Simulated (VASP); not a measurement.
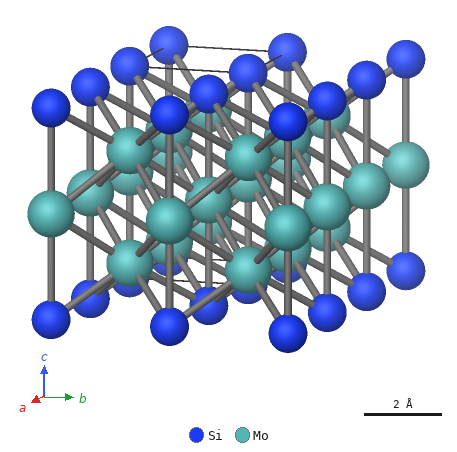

Starting structure of crystalline SiMo$_{3}$ (a generated structure, set up in P4/mmm). The picture is a ball-and-stick view of the cell of the calculation, repeated 3 × 2 × 1 with one cell outlined, seen slightly off an axis.

The run lets cell and atoms move.

The calculation used VASP 6.6.1, Kohn-Sham DFT of a periodic cell, PBE, VASP PAW PBE potentials, recommended.

The input:
```
PREC = Accurate
ENCUT = 520
EDIFF = 1E-6
ISMEAR = 0
SIGMA = 0.1
LREAL = False
LASPH = True
NELM = 120
ALGO = Normal
ISIF = 3
LWAVE = False
LCHARG = False
GGA = PE
IBRION = 2
NSW = 90
EDIFFG = -0.01
KPAR = 4
```

Command:
```bash
cat potpaw_PBE.64/Si/POTCAR potpaw_PBE.64/Mo_sv/POTCAR > POTCAR
mpirun -np 4 vasp_std > vasp.out
```

The structure:
```xyz
4
Lattice="3.2710 0.0000 0.0000 0.0000 3.2710 0.0000 0.0000 0.0000 5.6340" Properties=species:S:1:pos:R:3 pbc="T T T"
Si    0.0000    0.0000    0.0000
Mo    1.6355    1.6355    1.3190
Mo    1.6355    1.6355    4.3150
Mo    0.0000    0.0000    2.8170
```

**Predict the outcome.**

After 8 geometry steps the energy has fallen by 1.7 meV per atom. The largest force component goes from 0.13 to 0.00065 eV/Å. Pressure: 0.16 GPa at the start and −0.01 GPa at the end. The largest moves relative to the cell, 0.007 Å, are those of Mo atoms. Si stays in place. Cell: a = b 3.271 → 3.251 Å (−0.6 %), c 5.634 → 5.697 Å (+1.1 %). Volume −0.1 %. Near-neighbour distances that change, for instance: Mo–Mo 2.638 → 2.682 Å, Mo–Si 2.817 → 2.848 Å, Mo–Mo 2.996 → 3.015 Å, Mo–Mo 2.756 → 2.749 Å. The space group stays P4/mmm (No. 123). It ran on 4 threads of AMD EPYC 9R45 96-Core Processor (Zen 5) (shared host).

The end point in the same view:

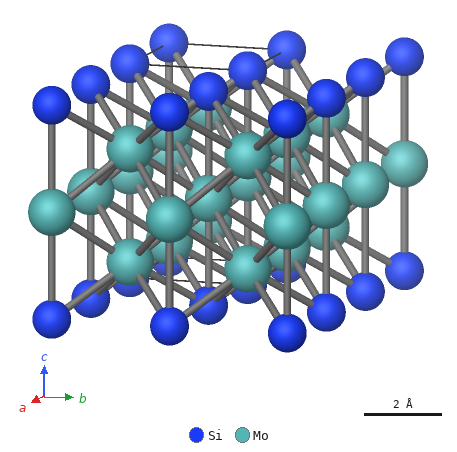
